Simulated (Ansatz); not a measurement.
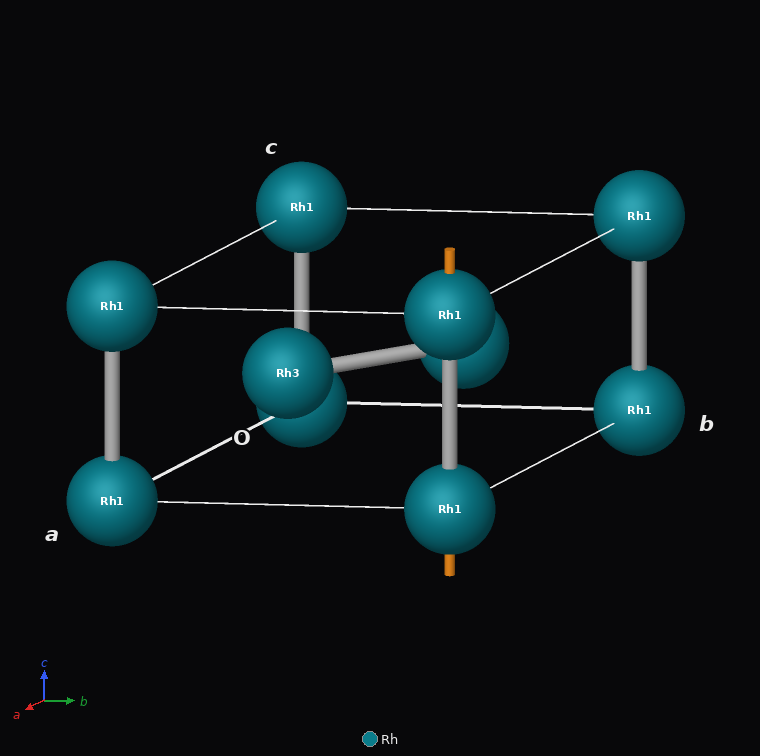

The coloured rod is the axis of a symmetry operation of the crystal. Crystal: Rh, the input geometry of an electronic-structure calculation (not necessarily at equilibrium); the starting structure was generated, so it need not be a known form of this composition. The drawing is computed from the coordinates (standard cell, symmetry found to 0.002 Å).

a = 4.366 Å, b = 4.366 Å, c = 2.680 Å, α = 90.00°, β = 90.00°, γ = 120.00°.

```csv
atom,x,y,z
Rh1,0.0000,0.0000,0.0000
Rh2,0.3333,0.6667,0.5000
Rh3,0.6667,0.3333,0.5000
```

Take the operation x, y, z → y, −x+y+1, z.

What kind of operation is it, and where does it lie?

Answer. It is a 6-fold rotation, about the line along [0 0 1] through (1, 1, 1/2).

Onto which atom does it carry each atom (up to whole multiples of a, b and c)?

Answer. Rh1 → Rh1, Rh2 → Rh3, Rh3 → Rh2.

What is the crystal's space group?

Answer. P6/mmm, No. 191.
